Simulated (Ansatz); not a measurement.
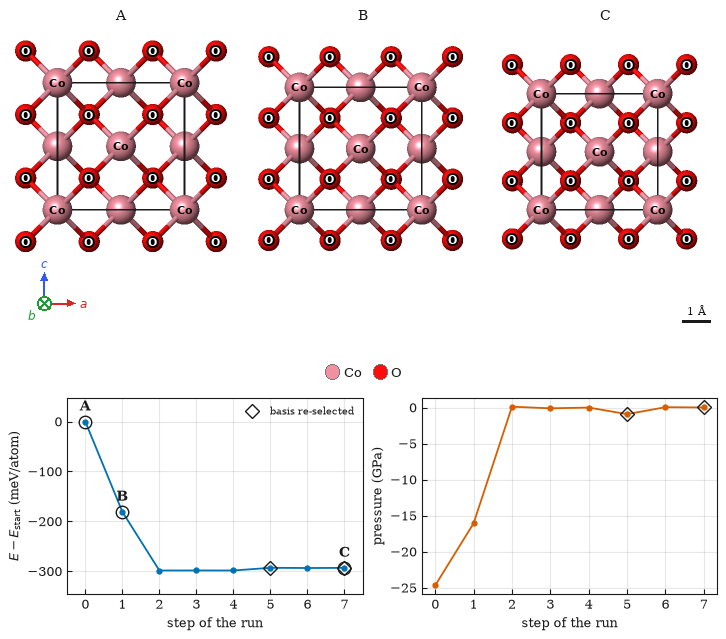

Frames of a relaxation of a crystal of CoO (a generated structure, set up in F-43m), marked on the history of the run. The picture is a ball-and-stick view of the conventional cell (4 times the calculation's cell), seen along the b axis. Lengths and directions refer to the drawn axes.

The run lets cell and atoms move.

Method: Kohn-Sham DFT of a periodic cell, LDA, Ansatz PAW (Ansatz).

Input file:
```yaml
crystal:
  lattice:
    - [0.0, 2.34364184, 2.34364184]
    - [2.34364184, 0.0, 2.34364184]
    - [2.34364184, 2.34364184, 0.0]
  atoms:
    - { symbol: Co, position: [0.0, 0.0, 0.0], spin: 2.0 }
    - { symbol: O, position: [0.25, 0.25, 0.25] }
hamiltonian:
  xc: lda
  pseudopotentials: { kind: paw }
magnetization:
  spin_polarized: true
kpoints:
  mp_grid: { grid: [10, 10, 10] }
scf:
  occupations: { method: fermi_dirac, width: 0.05 }
output:
  forces: true
  stress: true
  eigenvalues: true
  write_density: true
  write_potential: true
  elf: true
  volumetric_format: npy
relax:
  f_tol: 0.01
  max_steps: 40
  cell: { stress_tol: 0.05 }
```

Command:
```bash
ansatz run input.yaml --threads 2 --pin off --max-ram 5632MiB --backend cpu --events-out ev --progress --plain --runs-dir out
```

What happens along the run?

Answer. After 5 accepted moves (7 points after the start) the energy has fallen by 293 meV per atom. All forces vanish by symmetry, so only the cell relaxes. Pressure: −24.68 GPa at the start and 0.01 GPa at the end. At 2 points the geometry stayed and the basis and grid were re-selected for the new cell (energy shift of 5.4 meV per atom at most each time). The atoms keep their places relative to the cell (all moves are under 0.005 Å). The drawn cell changes as follows: a = b = c 4.687 → 4.284 Å (−8.6 %); the volume changes by −23.6 %. Some distances before and after: Co–O 2.030 → 1.855 Å. The space group stays F-43m (No. 216). The run took 40 s on 2 threads of Intel(R) Xeon(R) Processor @ 2.70GHz, on a shared host, peak memory 0.36 GiB. From step 0 to 1: volume −10.5 %, energy −181 meV per atom. From step 1 to 7: volume −14.6 %, energy −112 meV per atom.
